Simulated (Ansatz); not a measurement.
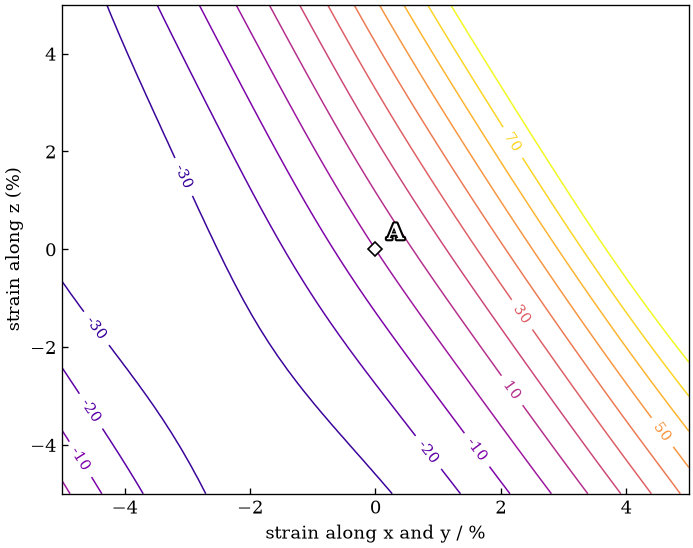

Ag (Im-3m, No. 229; 1 atom in the cell). The cell is strained homogeneously, by one strain along x and y and another along z, with fractional coordinates fixed (x, y and z along the cube axes). The first coordinate is: strain along x and y; the second: strain along z. Grid: 5 × 5 points. Points are written as (first, second). Energies are in meV/atom, from the unstrained cell. The reference cell is the one listed in the database, not relaxed at this level. These are results of DFT PBEsol, scalar-relativistic, plane waves, PAW (Ansatz 0.2.0), not measurements. Settings: cutoff 420 eV, k-mesh 20×20×20, gaussian smearing 0.15 eV, no spin polarisation.

Drawn: contour lines labelled in meV/atom (none above 80), the point A. Between grid points the surface is interpolated.

> Which way does the force act at A, and how strong is it?

A, at (0.0 %, 0.0 %), is not a stationary point. The computed force is 16 meV/atom for each 1 % towards smaller values of strain along x and y and 8.2 meV/atom for each 1 % towards smaller values of strain along z.
